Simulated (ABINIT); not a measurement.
Run report: Cu, elastic calculation (part 2 of 2)

The same run, continued: Cu (1 atom in the cell); Kohn-Sham DFT of a periodic cell, LDA, PseudoDojo NC SR LDA v0.4.1 standard, no spin polarisation (ABINIT 10.8.3); cutoff 1142.88 eV, 20×20×20 k-mesh, cold smearing of 0.2 eV. The structure derives from an entry of the Crystallography Open Database.

Geometry of the input (Å; fractional positions):
```
0.0000  1.7583  1.7583
1.7583  0.0000  1.7583
1.7583  1.7583  0.0000
Cu 0.0000  0.0000  0.0000
```

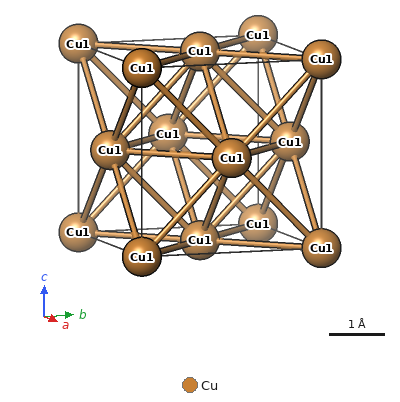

Figure 1. The input geometry (ball-and-stick view of the cell 4 times as large as that of the calculation, set on its symmetry axes, seen slightly off an axis; atoms are numbered from 1 in the order of the input).

## What the program printed, continued
```
 Real(R)+Recip(G) space primitive vectors, cartesian coordinates (Bohr,Bohr^-1):
 R(1)=  0.0000000  3.3226293  3.3226293  G(1)= -0.1504832  0.1504832  0.1504832
 R(2)=  3.3226293  0.0000000  3.3226293  G(2)=  0.1504832 -0.1504832  0.1504832
 R(3)=  3.3226293  3.3226293  0.0000000  G(3)=  0.1504832  0.1504832 -0.1504832
 Unit cell volume ucvol=  7.3362759E+01 bohr^3
 Angles (23,13,12)=  6.00000000E+01  6.00000000E+01  6.00000000E+01 degrees
 setup1 : take into account q-point for computing boxcut.

 getcut: wavevector=  0.0000  0.0000  0.0000  ngfft=  30  30  30
         ecut(hartree)=     42.000   => boxcut(ratio)=   2.19087
--------------------------------------------------------------------------------

 symkchk : k-point set has full space-group symmetry.

 ==>  initialize data related to q vector <==

 The list of irreducible perturbations for this q vector is:
    1)    idir= 1    ipert=   1
    2)    idir= 1    ipert=   4
    3)    idir= 2    ipert=   4
    4)    idir= 3    ipert=   4
    5)    idir= 1    ipert=   5
    6)    idir= 2    ipert=   5
    7)    idir= 3    ipert=   5

================================================================================

 The perturbation idir=   2  ipert=   1 is
 symmetric of a previously calculated perturbation.
 So, its SCF calculation is not needed.

 The perturbation idir=   3  ipert=   1 is
 symmetric of a previously calculated perturbation.
 So, its SCF calculation is not needed.

--------------------------------------------------------------------------------
 Perturbation wavevector (in red.coord.)   0.000000  0.000000  0.000000
 Perturbation : displacement of atom   1   along direction   1
 Found     4 symmetries that leave the perturbation invariant.
 symkpt : the number of k-points, thanks to the symmetries,
 is reduced to  1166 .

--------------------------------------------------------------------------------

--------------------------------------------------------------------------------

 dfpt_looppert : total number of electrons, from k and k+q
  fully or partially occupied states are    1.900000E+01 and    1.900000E+01.
 Initialisation of the first-order wave-functions :
  ireadwf=   0

--- !BeginCycle
iteration_state: {dtset: 2, }
solver: {iscf: 7, nstep: 80, nline: 4, wfoptalg: 0, }
tolerances: {tolvrs: 1.00E-09, }
...

     iter   2DEtotal(Ha)        deltaE(Ha) residm    vres2
-ETOT  1   1.8453368065261     -1.084E+04 2.394E+01 1.141E+03
 ETOT  2  1.90182511727812E-02 -1.826E+00 5.015E-01 4.913E+01
 ETOT  3  1.39440650349343E-03 -1.762E-02 4.696E-03 5.359E-02
 ETOT  4  1.35565456588438E-03 -3.875E-05 3.122E-04 4.255E-03
 ETOT  5  1.35219390398333E-03 -3.461E-06 2.150E-05 6.877E-05
 ETOT  6  1.35219030238432E-03 -3.602E-09 3.232E-06 3.581E-05
 ETOT  7  1.35216985512443E-03 -2.045E-08 2.442E-07 3.863E-07
 ETOT  8  1.35216988968523E-03  3.456E-11 3.923E-08 6.344E-10

 At SCF step    8       vres2   =  6.34E-10 < tolvrs=  1.00E-09 =>converged.
================================================================================

 ----iterations are completed or convergence reached----

 Mean square residual over all n,k,spin=   50.650E-13; max=  39.227E-09

 2DEtotal=    0.1352169890E-02 Ha. Also 2DEtotal=    0.367944171384E-01 eV
    (2DErelax=   -1.0842586616E+04 Ha. 2DEnonrelax=    1.0842587968E+04 Ha)
    (  non-var. 2DEtotal :    1.3226012820E-03 Ha)

--------------------------------------------------------------------------------
 Perturbation wavevector (in red.coord.)   0.000000  0.000000  0.000000
 Found    16 symmetries that leave the perturbation invariant.
 symkpt : the number of k-points, thanks to the symmetries,
 is reduced to   641 .

--------------------------------------------------------------------------------

--------------------------------------------------------------------------------

 dfpt_looppert : total number of electrons, from k and k+q
  fully or partially occupied states are    1.900000E+01 and    1.900000E+01.
 Initialisation of the first-order wave-functions :
  ireadwf=   0

--- !BeginCycle
iteration_state: {dtset: 2, }
solver: {iscf: 7, nstep: 80, nline: 4, wfoptalg: 0, }
tolerances: {tolvrs: 1.00E-09, }
...

     iter   2DEtotal(Ha)        deltaE(Ha) residm    vres2
-ETOT  1   163.47100459078     -5.894E+01 2.430E+07 2.654E+05
 ETOT  2   494.36424538962      3.309E+02 8.046E+04 8.423E+05
 ETOT  3  0.73029605944570     -4.936E+02 1.695E+04 1.518E+02
 ETOT  4  0.59227181045663     -1.380E-01 1.515E+02 1.368E+00
 ETOT  5  0.59150907627231     -7.627E-04 3.516E-02 3.028E-02
 ETOT  6  0.59148833422089     -2.074E-05 6.459E-05 3.753E-04
 ETOT  7  0.59148807935182     -2.549E-07 1.925E-06 1.703E-07
 ETOT  8  0.59148807928361     -6.821E-11 3.482E-07 4.453E-10

 At SCF step    8       vres2   =  4.45E-10 < tolvrs=  1.00E-09 =>converged.
================================================================================

 ----iterations are completed or convergence reached----

 Mean square residual over all n,k,spin=   45.479E-12; max=  34.819E-08

 2DEtotal=    0.5914880793E+00 Ha. Also 2DEtotal=    0.160952105853E+02 eV
    (2DErelax=   -2.2181800105E+02 Ha. 2DEnonrelax=    2.2240948912E+02 Ha)
    (  non-var. 2DEtotal :    5.9148688615E-01 Ha)

--------------------------------------------------------------------------------
 Perturbation wavevector (in red.coord.)   0.000000  0.000000  0.000000
 Found    16 symmetries that leave the perturbation invariant.
 symkpt : the number of k-points, thanks to the symmetries,
 is reduced to   641 .

--------------------------------------------------------------------------------

--------------------------------------------------------------------------------

 dfpt_looppert : total number of electrons, from k and k+q
  fully or partially occupied states are    1.900000E+01 and    1.900000E+01.
 Initialisation of the first-order wave-functions :
  ireadwf=   0

--- !BeginCycle
iteration_state: {dtset: 2, }
solver: {iscf: 7, nstep: 80, nline: 4, wfoptalg: 0, }
tolerances: {tolvrs: 1.00E-09, }
...

     iter   2DEtotal(Ha)        deltaE(Ha) residm    vres2
-ETOT  1   163.47063769260     -5.894E+01 2.430E+07 2.654E+05
 ETOT  2   494.36248108451      3.309E+02 8.046E+04 8.423E+05
 ETOT  3  0.73027897154847     -4.936E+02 1.695E+04 1.518E+02
 ETOT  4  0.59227259100797     -1.380E-01 1.515E+02 1.368E+00
 ETOT  5  0.59151011607958     -7.625E-04 3.458E-02 3.026E-02
 ETOT  6  0.59148939069692     -2.073E-05 6.567E-05 3.753E-04
 ETOT  7  0.59148913582322     -2.549E-07 1.694E-06 1.703E-07
 ETOT  8  0.59148913575493     -6.830E-11 3.546E-07 4.442E-10

 At SCF step    8       vres2   =  4.44E-10 < tolvrs=  1.00E-09 =>converged.
================================================================================

 ----iterations are completed or convergence reached----

 Mean square residual over all n,k,spin=   37.749E-12; max=  35.461E-08

 2DEtotal=    0.5914891358E+00 Ha. Also 2DEtotal=    0.160952393333E+02 eV
    (2DErelax=   -2.2181799983E+02 Ha. 2DEnonrelax=    2.2240948897E+02 Ha)
    (  non-var. 2DEtotal :    5.9148795529E-01 Ha)

--------------------------------------------------------------------------------
 Perturbation wavevector (in red.coord.)   0.000000  0.000000  0.000000
 Found    16 symmetries that leave the perturbation invariant.
 symkpt : the number of k-points, thanks to the symmetries,
 is reduced to   641 .

--------------------------------------------------------------------------------

--------------------------------------------------------------------------------

 dfpt_looppert : total number of electrons, from k and k+q
  fully or partially occupied states are    1.900000E+01 and    1.900000E+01.
 Initialisation of the first-order wave-functions :
  ireadwf=   0

--- !BeginCycle
iteration_state: {dtset: 2, }
solver: {iscf: 7, nstep: 80, nline: 4, wfoptalg: 0, }
tolerances: {tolvrs: 1.00E-09, }
...

     iter   2DEtotal(Ha)        deltaE(Ha) residm    vres2
-ETOT  1   163.47143857986     -5.894E+01 2.430E+07 2.654E+05
 ETOT  2   494.36565359116      3.309E+02 8.046E+04 8.423E+05
 ETOT  3  0.73028262801604     -4.936E+02 1.695E+04 1.518E+02
 ETOT  4  0.59227323649334     -1.380E-01 1.515E+02 1.368E+00
 ETOT  5  0.59151077563653     -7.625E-04 3.459E-02 3.028E-02
 ETOT  6  0.59149003797798     -2.074E-05 1.918E-05 3.751E-04
 ETOT  7  0.59148978320495     -2.548E-07 1.942E-07 1.703E-07
 ETOT  8  0.59148978313770     -6.725E-11 5.667E-08 4.448E-10

 At SCF step    8       vres2   =  4.45E-10 < tolvrs=  1.00E-09 =>converged.
================================================================================

 ----iterations are completed or convergence reached----

 Mean square residual over all n,k,spin=   10.967E-12; max=  56.673E-09

 2DEtotal=    0.5914897831E+00 Ha. Also 2DEtotal=    0.160952569495E+02 eV
    (2DErelax=   -2.2181799902E+02 Ha. 2DEnonrelax=    2.2240948881E+02 Ha)
    (  non-var. 2DEtotal :    5.9148859602E-01 Ha)

--------------------------------------------------------------------------------
 Perturbation wavevector (in red.coord.)   0.000000  0.000000  0.000000
 Found     8 symmetries that leave the perturbation invariant.
 symkpt : the number of k-points, thanks to the symmetries,
 is reduced to  1166 .

--------------------------------------------------------------------------------

--------------------------------------------------------------------------------

 dfpt_looppert : total number of electrons, from k and k+q
  fully or partially occupied states are    1.900000E+01 and    1.900000E+01.
 Initialisation of the first-order wave-functions :
  ireadwf=   0

--- !BeginCycle
iteration_state: {dtset: 2, }
solver: {iscf: 7, nstep: 80, nline: 4, wfoptalg: 0, }
tolerances: {tolvrs: 1.00E-09, }
...

     iter   2DEtotal(Ha)        deltaE(Ha) residm    vres2
-ETOT  1   6.9418373736889     -1.142E+02 1.825E+07 1.564E+04
 ETOT  2  0.60429809108190     -6.338E+00 5.893E+06 4.083E+02
 ETOT  3  0.25314589551479     -3.512E-01 1.362E+05 5.577E+00
 ETOT  4  0.24987235608313     -3.274E-03 1.556E+04 1.469E-02
 ETOT  5  0.24986512383618     -7.232E-06 3.270E+01 2.086E-05
 ETOT  6  0.24986512672845      2.892E-09 1.082E-02 1.530E-05
 ETOT  7  0.24986511800323     -8.725E-09 1.293E-05 2.933E-07
 ETOT  8  0.24986511783469     -1.685E-10 9.778E-08 1.690E-11

 At SCF step    8       vres2   =  1.69E-11 < tolvrs=  1.00E-09 =>converged.
================================================================================

 ----iterations are completed or convergence reached----

 Mean square residual over all n,k,spin=   11.082E-12; max=  97.780E-09

 2DEtotal=    0.2498651178E+00 Ha. Also 2DEtotal=    0.679917623080E+01 eV
    (2DErelax=   -1.2090644477E+02 Ha. 2DEnonrelax=    1.2115630989E+02 Ha)
    (  non-var. 2DEtotal :    2.4986527352E-01 Ha)

--------------------------------------------------------------------------------
 Perturbation wavevector (in red.coord.)   0.000000  0.000000  0.000000
 Found     8 symmetries that leave the perturbation invariant.
 symkpt : the number of k-points, thanks to the symmetries,
 is reduced to  1166 .

--------------------------------------------------------------------------------

--------------------------------------------------------------------------------

 dfpt_looppert : total number of electrons, from k and k+q
  fully or partially occupied states are    1.900000E+01 and    1.900000E+01.
 Initialisation of the first-order wave-functions :
  ireadwf=   0

--- !BeginCycle
iteration_state: {dtset: 2, }
solver: {iscf: 7, nstep: 80, nline: 4, wfoptalg: 0, }
tolerances: {tolvrs: 1.00E-09, }
...

     iter   2DEtotal(Ha)        deltaE(Ha) residm    vres2
-ETOT  1   6.9418642919426     -1.142E+02 2.679E+07 1.564E+04
 ETOT  2  0.60429920032055     -6.338E+00 6.920E+06 4.083E+02
 ETOT  3  0.25314569246497     -3.512E-01 9.579E+04 5.577E+00
 ETOT  4  0.24987218154691     -3.274E-03 1.770E+04 1.469E-02
 ETOT  5  0.24986494855300     -7.233E-06 3.790E+01 1.689E-05
 ETOT  6  0.24986494513073     -3.422E-09 3.519E-01 4.846E-07
 ETOT  7  0.24986494538448      2.537E-10 1.663E-04 9.060E-07
 ETOT  8  0.24986494485919     -5.253E-10 4.296E-07 3.788E-11

 At SCF step    8       vres2   =  3.79E-11 < tolvrs=  1.00E-09 =>converged.
================================================================================

 ----iterations are completed or convergence reached----

 Mean square residual over all n,k,spin=   24.882E-12; max=  42.958E-08

 2DEtotal=    0.2498649449E+00 Ha. Also 2DEtotal=    0.679917152389E+01 eV
    (2DErelax=   -1.2090644500E+02 Ha. 2DEnonrelax=    1.2115630995E+02 Ha)
    (  non-var. 2DEtotal :    2.4986514553E-01 Ha)

--------------------------------------------------------------------------------
 Perturbation wavevector (in red.coord.)   0.000000  0.000000  0.000000
 Found     8 symmetries that leave the perturbation invariant.
 symkpt : the number of k-points, thanks to the symmetries,
 is reduced to  1166 .

--------------------------------------------------------------------------------

--------------------------------------------------------------------------------

 dfpt_looppert : total number of electrons, from k and k+q
  fully or partially occupied states are    1.900000E+01 and    1.900000E+01.
 Initialisation of the first-order wave-functions :
  ireadwf=   0

--- !BeginCycle
iteration_state: {dtset: 2, }
solver: {iscf: 7, nstep: 80, nline: 4, wfoptalg: 0, }
tolerances: {tolvrs: 1.00E-09, }
...

     iter   2DEtotal(Ha)        deltaE(Ha) residm    vres2
-ETOT  1   6.9417632476833     -1.142E+02 2.679E+07 1.564E+04
 ETOT  2  0.60428639900392     -6.337E+00 6.920E+06 4.083E+02
 ETOT  3  0.25314541697666     -3.511E-01 9.579E+04 5.577E+00
 ETOT  4  0.24987204868814     -3.273E-03 1.770E+04 1.469E-02
 ETOT  5  0.24986481731219     -7.231E-06 3.791E+01 1.997E-05
 ETOT  6  0.24986481880197      1.490E-09 3.518E-01 1.200E-05
 ETOT  7  0.24986481203351     -6.768E-09 1.663E-04 3.576E-07
 ETOT  8  0.24986481182902     -2.045E-10 4.281E-07 1.709E-11

 At SCF step    8       vres2   =  1.71E-11 < tolvrs=  1.00E-09 =>converged.
================================================================================

 ----iterations are completed or convergence reached----

 Mean square residual over all n,k,spin=   27.892E-12; max=  42.809E-08

 2DEtotal=    0.2498648118E+00 Ha. Also 2DEtotal=    0.679916790396E+01 eV
    (2DErelax=   -1.2090644519E+02 Ha. 2DEnonrelax=    1.2115631000E+02 Ha)
    (  non-var. 2DEtotal :    2.4986496538E-01 Ha)

================================================================================

 ---- first-order wavefunction calculations are completed ----

 ==> Compute Derivative Database <==

  Dynamical matrix, in cartesian coordinates,
   if specified in the inputs, asr has been imposed
     j1       j2             matrix element
  dir pert dir pert     real part    imaginary part

  Rigid-atom elastic tensor , in cartesian coordinates,
     j1       j2             matrix element
  dir pert dir pert     real part    imaginary part

   1    4   1    4         0.0080624951         0.0000000000
   1    4   2    4         0.0057437014         0.0000000000
   1    4   3    4         0.0057437020         0.0000000000

   2    4   1    4         0.0057436881         0.0000000000
   2    4   2    4         0.0080625097         0.0000000000
   2    4   3    4         0.0057437013         0.0000000000

   3    4   1    4         0.0057436873         0.0000000000
   3    4   2    4         0.0057436999         0.0000000000
   3    4   3    4         0.0080625184         0.0000000000

   1    5   1    5         0.0034058871         0.0000000000

   2    5   2    5         0.0034058853         0.0000000000

   3    5   3    5         0.0034058829         0.0000000000

  Internal strain coupling parameters, in cartesian coordinates,
   zero average net force deriv. has been imposed
     j1       j2             matrix element
  dir pert dir pert     real part    imaginary part

  Phonon wavevector (reduced coordinates) :  0.00000  0.00000  0.00000
 Phonon energies in Hartree :
   0.000000E+00  0.000000E+00  0.000000E+00
 Phonon frequencies in cm-1    :
   0.000000E+00  0.000000E+00  0.000000E+00

== END DATASET(S) ==============================================================
================================================================================

 -outvars: echo values of variables after computation  --------
            acell      4.6989073797E+00  4.6989073797E+00  4.6989073797E+00 Bohr
           etotal1    -1.8946227474E+02
           etotal2     2.4986481183E-01
            fcart1    -0.0000000000E+00 -0.0000000000E+00 -0.0000000000E+00
            fcart2     0.0000000000E+00  0.0000000000E+00  0.0000000000E+00
            rprim      0.0000000000E+00  7.0710678120E-01  7.0710678120E-01
                       7.0710678120E-01  0.0000000000E+00  7.0710678120E-01
                       7.0710678120E-01  7.0710678120E-01  0.0000000000E+00
           strten1    -6.7709904600E-08 -6.7709904586E-08 -6.7709904600E-08
                       0.0000000000E+00  0.0000000000E+00  0.0000000000E+00
           strten2     0.0000000000E+00  0.0000000000E+00  0.0000000000E+00
                       0.0000000000E+00  0.0000000000E+00  0.0000000000E+00
 Calculation completed.
```
